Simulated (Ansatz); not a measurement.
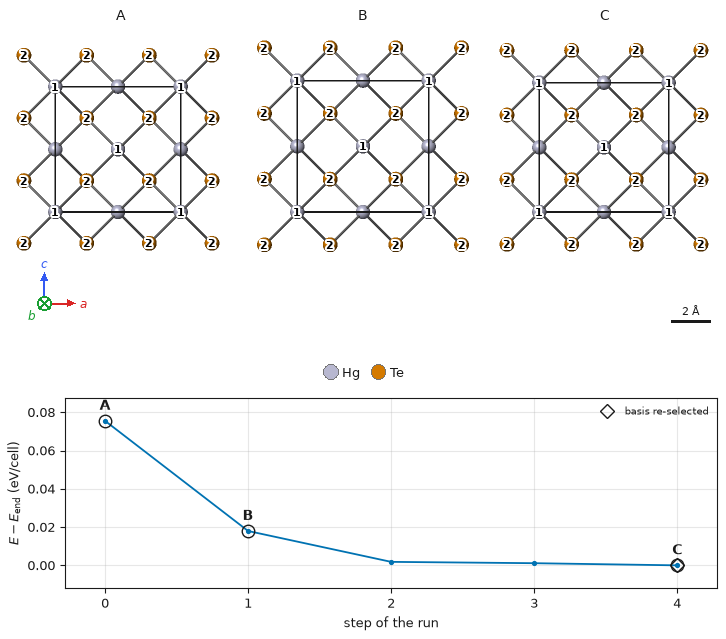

Frames of a relaxation of crystalline HgTe (a generated structure, set up in F-43m), marked on the history of the run. The picture is a ball-and-stick view of the conventional cell (4 times the calculation's cell), seen along the b axis. Lengths and directions refer to the drawn axes.

Level of theory: Ansatz, DFT PBE, scalar-relativistic, plane waves, PAW. (plane-wave cutoff 420 eV; k-point mesh 12 × 12 × 12; occupations gaussian; smearing width 0.1 eV; no spin polarisation; cell and atoms relaxed; force threshold 0.005 eV/Å; at most 80 steps)

Q: Describe the path.

A: After 3 accepted moves (4 points after the start) the energy has fallen by 75.5 meV per cell of the calculation. All forces vanish by symmetry, so only the cell relaxes. The pressure goes from 4.06 to 0.02 GPa. At 1 point the geometry stayed and the basis and grid were re-selected for the new cell (energy shift of 1.1 meV per cell of the calculation at most each time). No atom moves by more than 0.005 Å relative to the cell. The drawn cell changes as follows: a = b = c 6.447 → 6.650 Å (+3.1 %); the volume changes by +9.7 %. Among the contacts that change: Hg1–Te2 2.792 → 2.879 Å. The space group stays F-43m (No. 216). From step 0 to 1: volume +15.0 %, energy −57.6 meV per cell of the calculation. From step 1 to 4: volume −4.6 %, energy −17.9 meV per cell of the calculation.
